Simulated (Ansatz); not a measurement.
## Geometry relaxation, with input and output: Cd$_{15}$Te$_{16}$ (charge −1) (part 3 of 3)

Continued. System: Cd$_{15}$Te$_{16}$ (defect cell, 31 atoms in the cell, total charge −1). Method: DFT PBE, scalar-relativistic, plane waves, PAW, spin-polarised (Ansatz 0.2.0); cutoff 420 eV, 2×2×2 k-mesh, Gaussian smearing of 0.02 eV, collinear spins. The structure derives from a Materials Project entry. It belongs to a series of runs on one base structure; here: V_Cd, charge -1, atoms relaxed at the host's cell.

**File populations.tsv**
```
# site	symbol	l	j	q_up	q_dn
# orbitals = lowdin
# n_electrons = 557.000000
# spilling = 0.005850
0	Cd	0_4S	-	0.998447	0.998442
0	Cd	0_5S	-	0.456714	0.458980
0	Cd	1_4P	-	2.999695	2.999642
0	Cd	2_4D	-	4.993318	4.991589
1	Cd	0_4S	-	0.998442	0.998439
1	Cd	0_5S	-	0.455007	0.456387
1	Cd	1_4P	-	2.999693	2.999668
1	Cd	2_4D	-	4.993380	4.992492
2	Cd	0_4S	-	0.998441	0.998439
2	Cd	0_5S	-	0.454969	0.456345
2	Cd	1_4P	-	2.999693	2.999668
2	Cd	2_4D	-	4.993377	4.992492
3	Cd	0_4S	-	0.998447	0.998442
3	Cd	0_5S	-	0.456728	0.458997
3	Cd	1_4P	-	2.999695	2.999642
3	Cd	2_4D	-	4.993317	4.991589
4	Cd	0_4S	-	0.998446	0.998441
4	Cd	0_5S	-	0.456706	0.458979
4	Cd	1_4P	-	2.999695	2.999642
4	Cd	2_4D	-	4.993316	4.991586
5	Cd	0_4S	-	0.998446	0.998441
5	Cd	0_5S	-	0.456682	0.458963
5	Cd	1_4P	-	2.999695	2.999642
5	Cd	2_4D	-	4.993319	4.991582
6	Cd	0_4S	-	0.998447	0.998442
6	Cd	0_5S	-	0.456707	0.458990
6	Cd	1_4P	-	2.999695	2.999642
6	Cd	2_4D	-	4.993319	4.991584
7	Cd	0_4S	-	0.998446	0.998441
7	Cd	0_5S	-	0.456702	0.458966
7	Cd	1_4P	-	2.999695	2.999642
7	Cd	2_4D	-	4.993317	4.991588
8	Cd	0_4S	-	0.998447	0.998441
8	Cd	0_5S	-	0.456720	0.458991
8	Cd	1_4P	-	2.999695	2.999642
8	Cd	2_4D	-	4.993317	4.991588
9	Cd	0_4S	-	0.998447	0.998442
9	Cd	0_5S	-	0.456731	0.459005
9	Cd	1_4P	-	2.999695	2.999642
9	Cd	2_4D	-	4.993317	4.991587
10	Cd	0_4S	-	0.998446	0.998441
10	Cd	0_5S	-	0.456675	0.458946
10	Cd	1_4P	-	2.999695	2.999641
10	Cd	2_4D	-	4.993318	4.991582
11	Cd	0_4S	-	0.998441	0.998439
11	Cd	0_5S	-	0.454958	0.456332
11	Cd	1_4P	-	2.999693	2.999668
11	Cd	2_4D	-	4.993376	4.992493
12	Cd	0_4S	-	0.998447	0.998442
12	Cd	0_5S	-	0.456701	0.458979
12	Cd	1_4P	-	2.999695	2.999641
12	Cd	2_4D	-	4.993321	4.991584
13	Cd	0_4S	-	0.998447	0.998442
13	Cd	0_5S	-	0.456731	0.459005
13	Cd	1_4P	-	2.999695	2.999642
13	Cd	2_4D	-	4.993319	4.991587
14	Cd	0_4S	-	0.998447	0.998442
14	Cd	0_5S	-	0.456751	0.459025
14	Cd	1_4P	-	2.999695	2.999642
14	Cd	2_4D	-	4.993318	4.991590
15	Te	0_5S	-	0.966466	0.965319
15	Te	1_5P	-	2.510446	2.357064
15	Te	2_4D	-	4.999750	4.999758
16	Te	0_5S	-	0.958315	0.958423
16	Te	1_5P	-	2.520475	2.488710
16	Te	2_4D	-	4.999729	4.999732
17	Te	0_5S	-	0.958313	0.958421
17	Te	1_5P	-	2.520472	2.488729
17	Te	2_4D	-	4.999729	4.999732
18	Te	0_5S	-	0.958315	0.958422
18	Te	1_5P	-	2.520552	2.488565
18	Te	2_4D	-	4.999729	4.999732
19	Te	0_5S	-	0.958312	0.958419
19	Te	1_5P	-	2.520515	2.488647
19	Te	2_4D	-	4.999729	4.999732
20	Te	0_5S	-	0.958302	0.958409
20	Te	1_5P	-	2.520479	2.488717
20	Te	2_4D	-	4.999729	4.999732
21	Te	0_5S	-	0.966476	0.965323
21	Te	1_5P	-	2.510921	2.356492
21	Te	2_4D	-	4.999750	4.999758
22	Te	0_5S	-	0.958310	0.958418
22	Te	1_5P	-	2.520464	2.488749
22	Te	2_4D	-	4.999729	4.999732
23	Te	0_5S	-	0.966463	0.965317
23	Te	1_5P	-	2.510345	2.357188
23	Te	2_4D	-	4.999750	4.999758
24	Te	0_5S	-	0.958312	0.958419
24	Te	1_5P	-	2.520481	2.488727
24	Te	2_4D	-	4.999729	4.999732
25	Te	0_5S	-	0.958329	0.958436
25	Te	1_5P	-	2.520551	2.488554
25	Te	2_4D	-	4.999729	4.999732
26	Te	0_5S	-	0.958316	0.958423
26	Te	1_5P	-	2.520539	2.488583
26	Te	2_4D	-	4.999729	4.999732
27	Te	0_5S	-	0.958317	0.958425
27	Te	1_5P	-	2.520475	2.488718
27	Te	2_4D	-	4.999729	4.999732
28	Te	0_5S	-	0.958310	0.958417
28	Te	1_5P	-	2.520478	2.488710
28	Te	2_4D	-	4.999729	4.999732
29	Te	0_5S	-	0.958317	0.958424
29	Te	1_5P	-	2.520495	2.488691
29	Te	2_4D	-	4.999729	4.999732
30	Te	0_5S	-	0.966466	0.965318
30	Te	1_5P	-	2.510487	2.357007
30	Te	2_4D	-	4.999750	4.999758
```

**Trajectory as extended XYZ (Å, eV, eV/Å), 3 frames, from step=1 to step=3**
```
31
Lattice="6.6200 6.6200 -6.6200 -6.6200 -6.6200 -6.6200 -6.6200 6.6200 6.6200" Properties=species:S:1:pos:R:3:forces:R:3 step=1 energy=-235502.10823
Cd   -0.0474   -0.0461   -6.5786   -0.0270  -0.0293   0.0884
Cd    3.3093    3.3105   -6.6230    0.0009  -0.0009  -0.0012
Cd   -3.3110    3.3119   -6.6223    0.0004   0.0013   0.0013
Cd   -6.5740   -3.3494   -3.3586    0.0166  -0.0707  -0.0157
Cd   -3.2715   -0.0475   -3.3587    0.0803  -0.0318  -0.0335
Cd    0.0465    3.3489   -3.2650    0.0260   0.0800   0.0351
Cd    3.2735    6.5748   -3.2656   -0.0625  -0.0087   0.0120
Cd    0.0478    0.0497    0.0423    0.0394   0.0466   0.0994
Cd   -6.6641    3.2730   -3.2658   -0.0199  -0.0737   0.0183
Cd   -3.3492    6.6693   -3.3600   -0.0666   0.0134  -0.0199
Cd   -6.6729    0.0530   -0.0481   -0.0597   0.0602  -0.1064
Cd   -3.3114    3.3117   -0.0007   -0.0006  -0.0006   0.0009
Cd    0.0459    6.5733   -0.0416    0.0213  -0.0189  -0.0805
Cd   -6.6680    3.3505    3.2605   -0.0077   0.0658  -0.0171
Cd   -3.2726    6.6662    3.3567    0.0451  -0.0124  -0.0159
Te   -1.7450   -1.7530   -5.0540   -0.0228   0.0294  -0.0268
Te    1.6485    1.6503   -4.9577   -0.0109  -0.0101  -0.0459
Te    4.9714    4.9710   -4.9591    0.0084   0.0176  -0.0425
Te   -1.6442    4.9733   -4.9605   -0.0229  -0.0205  -0.0076
Te   -4.9746   -1.6467   -1.6636   -0.0020   0.0103   0.0314
Te   -1.6504    1.6458   -1.6633   -0.0166   0.0201   0.0055
Te    1.7479    4.8851   -1.5739   -0.0188  -0.0428   0.0255
Te   -1.6455    1.6488   -8.2816   -0.0146   0.0314  -0.0037
Te   -4.8652   -4.8635   -5.0472   -0.0274  -0.0243  -0.0649
Te   -4.9710    4.9780   -1.6644    0.0232  -0.0242   0.0073
Te   -1.6469    8.2689   -1.6659   -0.0036  -0.0015   0.0444
Te   -4.9726    1.6443    1.6608    0.0196   0.0247  -0.0190
Te   -1.6487    4.9761    1.6616   -0.0314  -0.0239  -0.0098
Te   -4.9745    1.6483   -4.9611    0.0194   0.0303   0.0038
Te   -4.9776    4.9733    4.9571    0.0201  -0.0305   0.0044
Te   -8.3887    1.7551   -1.5935    0.0945  -0.0061   0.1326
31
Lattice="6.6200 6.6200 -6.6200 -6.6200 -6.6200 -6.6200 -6.6200 6.6200 6.6200" Properties=species:S:1:pos:R:3:forces:R:3 step=2 energy=-235502.12376
Cd   -0.0638   -0.0561   -6.5502    0.0224   0.0219  -0.0127
Cd    3.3078    3.3139   -6.6207   -0.0018   0.0042   0.0017
Cd   -3.3111    3.3105   -6.6235   -0.0003  -0.0014  -0.0017
Cd   -6.5602   -3.3907   -3.3709   -0.0147   0.0011   0.0237
Cd   -3.2315   -0.0550   -3.3664    0.0028   0.0254   0.0323
Cd    0.0568    3.3862   -3.2631   -0.0198   0.0074  -0.0348
Cd    3.2273    6.5625   -3.2601   -0.0136   0.0150  -0.0193
Cd    0.0590    0.0599    0.0664   -0.0273  -0.0358  -0.0170
Cd   -6.6784    3.2313   -3.2542    0.0076  -0.0025  -0.0272
Cd   -3.3958    6.6812   -3.3687   -0.0058  -0.0142   0.0301
Cd   -6.6747    0.0572   -0.0661    0.0447  -0.0499   0.0154
Cd   -3.3104    3.3120   -0.0045    0.0009   0.0004  -0.0049
Cd    0.0566    6.5631   -0.0742   -0.0181   0.0212   0.0011
Cd   -6.6832    3.3949    3.2529    0.0132   0.0044   0.0262
Cd   -3.2198    6.6833    3.3691    0.0098  -0.0002  -0.0135
Te   -1.7802   -1.7675   -5.0897    0.0043  -0.0231   0.0160
Te    1.6517    1.6467   -4.9552    0.0039   0.0017   0.0186
Te    4.9711    4.9745   -4.9544    0.0003  -0.0142   0.0121
Te   -1.6648    4.9864   -4.9641    0.0520  -0.0188   0.0234
Te   -4.9703   -1.6477   -1.6731   -0.0107  -0.0035   0.0037
Te   -1.6339    1.6623   -1.6607   -0.0249  -0.0473  -0.0194
Te    1.7665    4.8430   -1.5394    0.0228   0.0211  -0.0168
Te   -1.6613    1.6383   -8.2849    0.0405   0.0043  -0.0063
Te   -4.8498   -4.8473   -5.0984    0.0268   0.0237   0.0429
Te   -4.9878    4.9616   -1.6580    0.0176   0.0536  -0.0240
Te   -1.6561    8.2738   -1.6699    0.0202  -0.0120  -0.0151
Te   -4.9863    1.6675    1.6540    0.0184  -0.0555   0.0403
Te   -1.6367    4.9597    1.6533   -0.0041   0.0536   0.0308
Te   -4.9617    1.6384   -4.9631   -0.0450   0.0057   0.0076
Te   -4.9575    4.9863    4.9577   -0.0492  -0.0070  -0.0195
Te   -8.3778    1.7742   -1.5144   -0.0727   0.0207  -0.0936
31
Lattice="6.6200 6.6200 -6.6200 -6.6200 -6.6200 -6.6200 -6.6200 6.6200 6.6200" Properties=species:S:1:pos:R:3:forces:R:3 step=3 energy=-235502.12948
Cd   -0.0547   -0.0514   -6.5470    0.0004  -0.0003   0.0014
Cd    3.3091    3.3120   -6.6224    0.0003  -0.0003   0.0001
Cd   -3.3111    3.3118   -6.6228    0.0002   0.0000   0.0001
Cd   -6.5671   -3.3848   -3.3653   -0.0005  -0.0007   0.0000
Cd   -3.2351   -0.0511   -3.3645    0.0011  -0.0001  -0.0002
Cd    0.0523    3.3865   -3.2611    0.0002   0.0022   0.0011
Cd    3.2333    6.5687   -3.2603   -0.0014   0.0001   0.0005
Cd    0.0527    0.0547    0.0725    0.0002  -0.0001   0.0017
Cd   -6.6742    3.2355   -3.2596    0.0002  -0.0008  -0.0002
Cd   -3.3877    6.6752   -3.3650   -0.0005  -0.0003   0.0002
Cd   -6.6733    0.0543   -0.0760   -0.0008   0.0006  -0.0025
Cd   -3.3107    3.3122   -0.0027   -0.0001   0.0000   0.0004
Cd    0.0524    6.5687   -0.0776    0.0003  -0.0005  -0.0019
Cd   -6.6749    3.3884    3.2551    0.0003   0.0009   0.0000
Cd   -3.2331    6.6755    3.3610    0.0002  -0.0006  -0.0005
Te   -1.7735   -1.7696   -5.0839    0.0063   0.0052   0.0060
Te    1.6509    1.6520   -4.9513    0.0011   0.0013   0.0001
Te    4.9685    4.9708   -4.9513   -0.0013  -0.0014  -0.0001
Te   -1.6530    4.9833   -4.9632    0.0001  -0.0007  -0.0009
Te   -4.9701   -1.6493   -1.6735    0.0013  -0.0013   0.0002
Te   -1.6390    1.6534   -1.6612   -0.0010   0.0000   0.0006
Te    1.7701    4.8501   -1.5420   -0.0054   0.0064  -0.0057
Te   -1.6525    1.6400   -8.2816    0.0000   0.0005   0.0011
Te   -4.8489   -4.8465   -5.0848   -0.0054  -0.0053   0.0066
Te   -4.9831    4.9703   -1.6611    0.0008   0.0001   0.0005
Te   -1.6521    8.2728   -1.6737   -0.0006   0.0011  -0.0001
Te   -4.9826    1.6542    1.6568    0.0009  -0.0006  -0.0005
Te   -1.6386    4.9700    1.6566   -0.0008   0.0003  -0.0005
Te   -4.9693    1.6401   -4.9635    0.0000   0.0006  -0.0009
Te   -4.9689    4.9837    4.9582   -0.0003  -0.0004   0.0008
Te   -8.3915    1.7735   -1.5394    0.0043  -0.0057  -0.0073
```

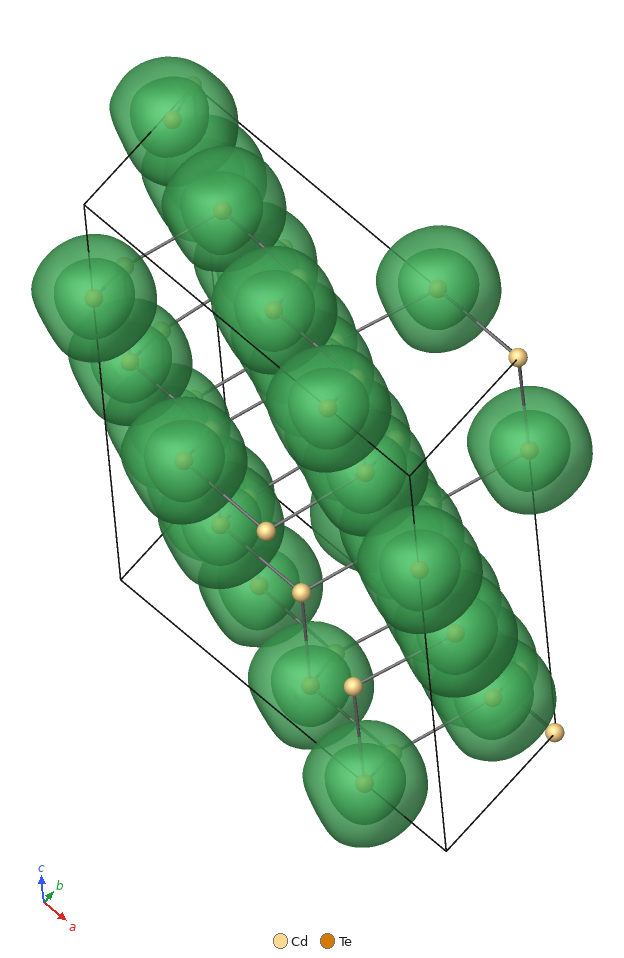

Isosurface of the electron localisation function at 0.55 (green), seen slightly off an axis. Core shells and regions of very low density are left out. Sticks mark near contacts. The outline is the calculation cell. Values along the shortest contacts: Cd–Te (2.84 Å): the ELF is about 0.50 at the midpoint. Cd–Te (2.88 Å): the ELF peaks at about 0.70 in the valence shell of Te, 1.2 Å from its nucleus, and drops to about 0.15 between the two atoms. Core electrons are frozen (PAW), so the fields are smoothed inside the atomic spheres.

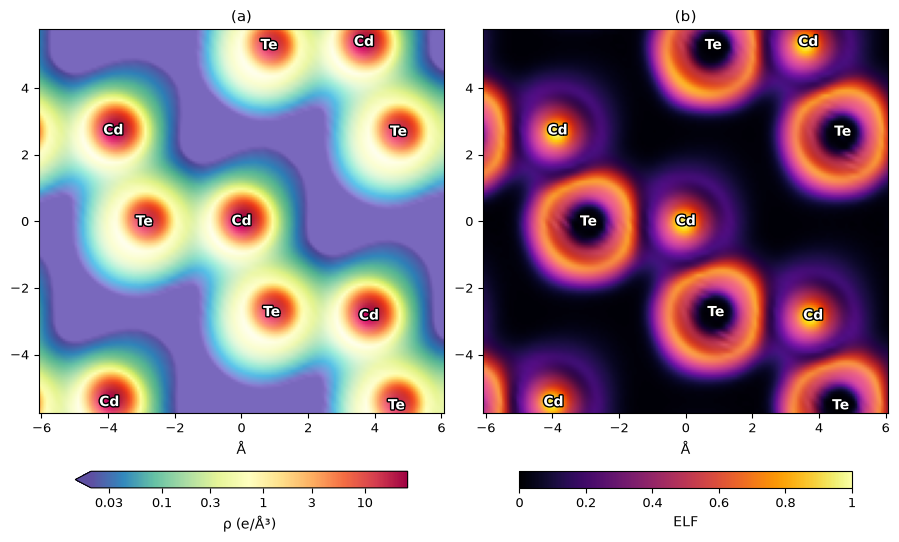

(a) valence charge density (pseudo); (b) electron localisation function on the (100) plane of the calculation cell. Atoms in the plane: Cd and Te. Cd–Te (2.84 Å): ρ is about 0.34 e/Å³ halfway; the ELF is about 0.50 at the midpoint. Cd–Te (2.90 Å): the density is about 0.3 e/Å³ at the midpoint; the ELF peaks at about 0.70 in the valence shell of Te, 1.2 Å from its nucleus, and drops to about 0.15 between the two atoms. Away from the nuclei the density in this plane falls to 0.006 e/Å³ at its lowest. The strong features right at Cd lie inside the PAW spheres (semicore, d or f shells) and say nothing about bonding.

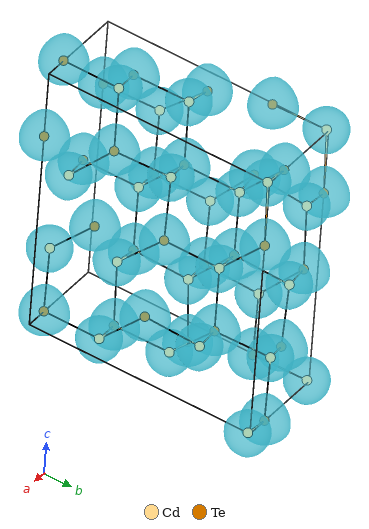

Isosurface of the valence pseudo-density at 0.4 e/Å³ (cyan), seen slightly off an axis. Sticks mark near contacts. The outline is the calculation cell. At this value the density breaks into separate islands; it holds about 85 % of the electrons treated as valence (semicore included). It is pinched off along the Cd–Te (2.84 Å) and Cd–Te (2.88 Å) contacts. On the grid the lowest density along these lines, outside the cores, is 0.33 e/Å³ (Cd–Te, 2.84 Å) and 0.3 e/Å³ (Cd–Te, 2.88 Å).

This output came from the following input.

**The input**
```yaml
crystal:
  lattice:
    - [6.620040484, 6.620040484, -6.620040484]
    - [-6.620040484, -6.620040484, -6.620040484]
    - [-6.620040484, 6.620040484, 6.620040484]
  atoms:
    - { symbol: Cd, position: [0.4933855649, 0.5004475666, 9.44691e-05] }
    - { symbol: Cd, position: [0.7502561795, 0.2502771319, 8.92719e-05] }
    - { symbol: Cd, position: [0.7503076776, 0.7502384236, 0.5002098737] }
    - { symbol: Cd, position: [0.0006953482, 0.7501911336, 0.2435442324] }
    - { symbol: Cd, position: [0.2500902879, 0.5007667754, 0.2435025802] }
    - { symbol: Cd, position: [0.4995364407, 0.2430835135, 0.2494276114] }
    - { symbol: Cd, position: [0.7432261413, -0.0005953406, 0.2493373183] }
    - { symbol: Cd, position: [0.0005586681, -0.0068023311, 0.0001428554] }
    - { symbol: Cd, position: [0.4938611727, 0.7499857254, 0.7505309675] }
    - { symbol: Cd, position: [0.7574999102, 0.5067354681, 0.7566810881] }
    - { symbol: Cd, position: [0.0076365273, 0.5076262452, 0.5079971017] }
    - { symbol: Cd, position: [0.2501780347, 0.2501537926, 0.5002254856] }
    - { symbol: Cd, position: [0.4996122573, -0.0003282208, 0.4930057345] }
    - { symbol: Cd, position: [0.0067930183, 0.2573585745, 0.7566781678] }
    - { symbol: Cd, position: [0.2499596714, -0.0063549872, 0.7506558018] }
    - { symbol: Te, position: [0.2493238611, 0.51352237, -0.0005986851], spin: 0.25 }
    - { symbol: Te, position: [0.4990887553, 0.2499350094, 0.0001355476] }
    - { symbol: Te, position: [0.7500008715, -0.0009325967, -3.393e-05] }
    - { symbol: Te, position: [0.750282881, 0.4988436322, 0.4998032949] }
    - { symbol: Te, position: [0.0012722768, 0.5013727313, 0.2513527005] }
    - { symbol: Te, position: [0.2499346081, 0.2502813569, 0.248960232] }
    - { symbol: Te, position: [0.4878298345, -0.013145395, 0.236943556], spin: 0.25 }
    - { symbol: Te, position: [0.7500287248, 0.7497748793, 0.2488142012] }
    - { symbol: Te, position: [0.013872074, 0.7486702894, 0.0001280519], spin: 0.25 }
    - { symbol: Te, position: [0.5016858302, 0.5011625224, 0.7514285824] }
    - { symbol: Te, position: [0.7503539537, 0.2502077609, 0.7489205812] }
    - { symbol: Te, position: [-0.0012490142, 0.2501364592, 0.4997639029] }
    - { symbol: Te, position: [0.2503364035, -0.0009768674, 0.5003540975] }
    - { symbol: Te, position: [0.4991927175, 0.7504158192, 0.5002059374] }
    - { symbol: Te, position: [0.00123075, 0.0015494682, 0.7515751843] }
    - { symbol: Te, position: [0.2529095919, 0.7539316692, 0.7661380965], spin: 0.25 }
  host:
    lattice:
      - [0.0, 3.310020242, 3.310020242]
      - [3.310020242, 0.0, 3.310020242]
      - [3.310020242, 3.310020242, 0.0]
    atoms:
      - { symbol: Cd, position: [0.0, 0.0, 0.0] }
      - { symbol: Te, position: [0.25, 0.25, 0.25] }
total_charge: -1
basis:
  ecutwfc: 420
  xc_grid: 2
kpoints:
  mp_grid: { grid: [2, 2, 2], shift: [0.5, 0.5, 0.5] }
hamiltonian:
  xc: pbe
scf:
  occupations: { method: gaussian, width: 0.02 }
  lower_state_search: "off"
output:
  forces: true
  stress: false
  eigenvalues: true
  populations: true
  charged_corrections:
    defect_position: [0.25, 0.75, 0.0]
    epsilon: [[12.6122, 0.0, 0.0], [0.0, 12.6122, 0.0], [0.0, 0.0, 12.6122]]
  write_density: true
  write_potential: true
  elf: true
  volumetric_format: npy
magnetization:
  spin_polarized: true
relax:
  adjacent_minimum: "off"
  f_tol: 0.03
  max_steps: 40
```

Launched with:
```bash
ansatz run input.yaml --threads 8 --pin off --max-ram 16384MiB --backend cpu --events-out ev --progress --plain --runs-dir out
```

**Summary**

| quantity | value |
| --- | --- |
| outcome | converged |
| electrons treated | 557 |
| free energy | −235502.1295 eV |
| Fermi energy | 6.075 eV |
| gap on the k-point mesh | none (metallic) |
| net moment of the cell | 1.00 μB |
| integrated absolute moment | 1.04 μB |
| final volume | 1160.49 Å³ |
| largest force (length of the vector) at the end | 0.010 eV/Å |
| hardware | 8 threads of Arm Neoverse V2, 24 GiB of memory available, shared host |
| wall time | 6.1 min (CPU time 44 min) |
| peak memory | 12 GiB |
